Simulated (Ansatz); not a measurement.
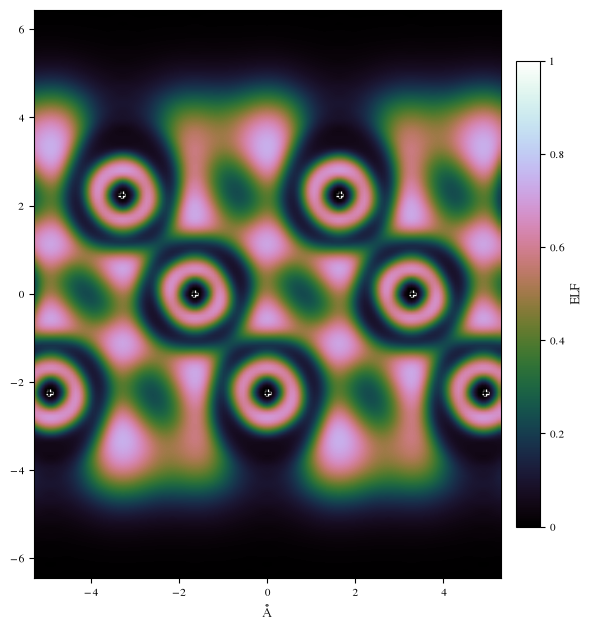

The ELF on a plane through atoms (crosses mark nuclei in the plane).

These are results of Ansatz, DFT PBE+D3(BJ), scalar-relativistic, plane waves, PAW, not measurements.

Candidates:
A. Ti (slab), a = 5.71 Å, b = 5.71 Å, c = 20.66 Å, α = 90.00°, β = 90.00°, γ = 120.00°. Computed without spin polarisation.
B. GaAs (slab), a = 8.03 Å, b = 8.03 Å, c = 20.10 Å, α = 90.00°, β = 90.00°, γ = 120.00°. 

Question: Which candidate gave the map?

Answer: Candidate A: Ti on the (110) plane of the calculation cell, a cut from vacuum to vacuum, which holds Ti. Ti–Ti (2.79 Å): the ELF is about 0.25 at the midpoint (no localised pair shows between them).
